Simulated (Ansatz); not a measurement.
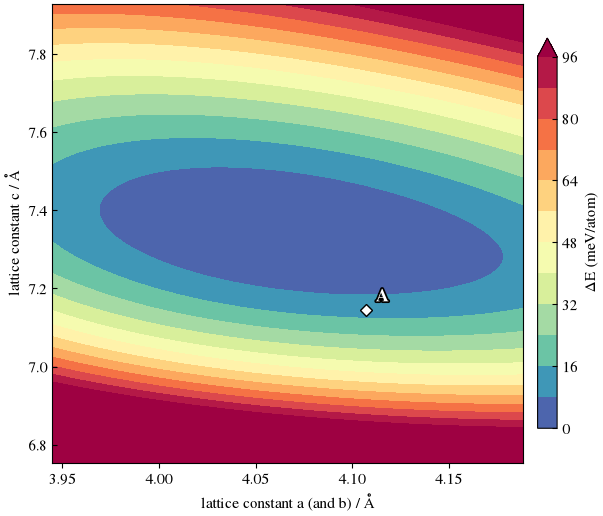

Cu₃O₂ (I4/mmm, No. 139; 5 atoms in the cell). The energy is mapped over the lattice constants a and c of the conventional cell. Coordinates scanned: (1) lattice constant a (and b); (2) lattice constant c. Nothing is relaxed (symmetry fixes all fractional coordinates). The grid has 7 × 7 points. Energies: meV/atom, counted from the lowest grid point. The runs have no spin polarisation; a magnetic state may lie lower. Theory: Ansatz 0.2.0, DFT PBE, scalar-relativistic, plane waves, PAW. Settings: cutoff 520 eV, k-mesh 14×14×14, gaussian smearing 0.15 eV, no spin polarisation.

In the figure: filled contours, one colour for all values above the top of the scale, the point A. Between grid points the surface is interpolated.

Q: Is A at rest? If not, where is it pushed?

A: A, at lattice constant a (and b) = 4.107 Å, lattice constant c = 7.146 Å, is not a stationary point. The computed force is 13 meV/atom for each Å towards larger values of lattice constant a (and b) and 139 meV/atom for each Å towards larger values of lattice constant c.

PAW datasets: the set soft_1.
